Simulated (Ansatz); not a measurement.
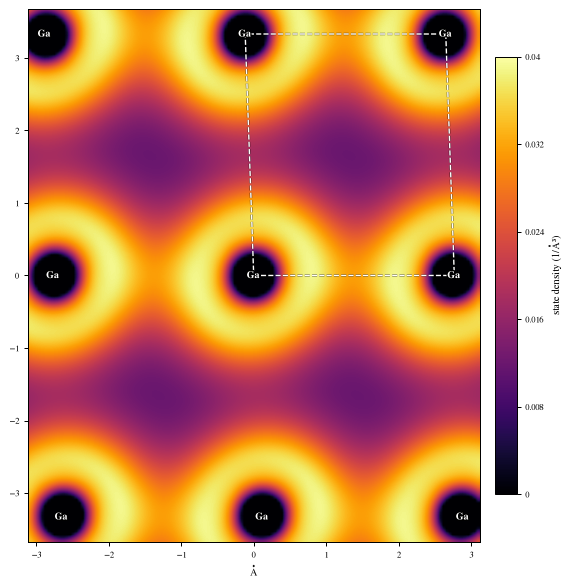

Figure 1: Ga. Density of the Kohn–Sham states from −0.25 to +0.25 eV about the Fermi level (the states at the Fermi level), scaled to one electron a cell: a map on the (010) plane of the conventional cell.

Space group C2/c.

Method: DFT PBE, scalar-relativistic, plane waves, PAW (Ansatz 0.2.0).

Core electrons are frozen (PAW), so the fields are smoothed inside the atomic spheres.

Which atoms and orbitals make up these states?

Projected on a minimal set of atomic orbitals (Löwdin), they are Ga 4p (75 %) and Ga 4s (25 %).

Run time: 19 s on 1 thread of Arm Neoverse V1 (shared host), peak memory 0.53 GiB.
